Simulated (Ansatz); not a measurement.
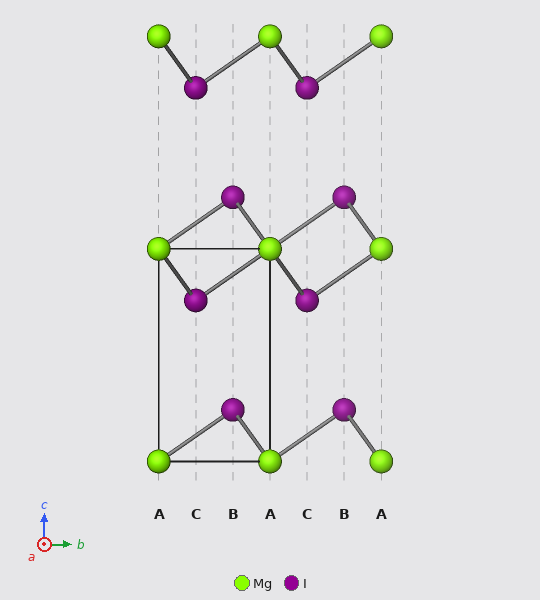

The picture looks along a close-packed row of the hexagonal mesh; c points upwards. The dashed lines mark the three columns A (0, 0), B (1/3, 2/3) and C (2/3, 1/3). The sequence starts with the first layer at or above the cell's origin.

MgI2: coordinates from a relaxation with Ansatz 0.2.0, DFT, r2SCAN+rVV10, plane waves, PAW.

Read off the stacking sequence over one period.

Mg(A) – I(B) – I(C) (three layers in 6.88 Å).

How are the I layers alone stacked?

I layers alone: BC, the hexagonal close-packed type.

Which positions between or in the I layers do the other atoms fill?

Mg: one octahedral site in each hexagonal cell. One of the two gaps between I layers is empty, 3.54 Å wide.

What short polytype symbol fits?

Polytype symbol 1T, the symbol of a layered MX2 polytype (number of slabs in the repeat and lattice).
